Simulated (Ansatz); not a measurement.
HfO2, space group Fm-3m (No. 225), a = 5.098 Å, b = 5.098 Å, c = 5.098 Å, α = 90.00°, β = 90.00°, γ = 90.00°

| site | Wyckoff | x | y | z |
| --- | --- | --- | --- | --- |
| Hf | 4a | 0.0000 | 0.0000 | 0.0000 |
| O | 8c | 0.2500 | 0.7500 | 0.7500 |

Source: the end point of a relaxation with DFT, PBE, plane waves, PAW in Ansatz 0.2.0.

Describe the coordination of Hf.

HfO8: an essentially ideal cube (coordination number 8, S = 0.00; next best hexagonal bipyramid, S = 8.4). Bonds: 8 × Hf–O 2.21 Å. The next neighbour, not counted, lies at 3.60 Å.

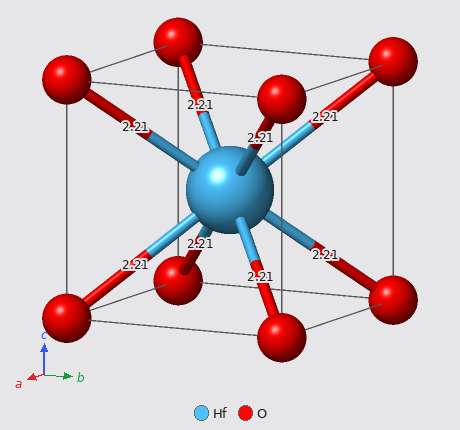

The polyhedron about Hf. Shape measures S are computed against regular polyhedra or, for capped shapes, the nearer of the equal-edge and equal-bond forms.
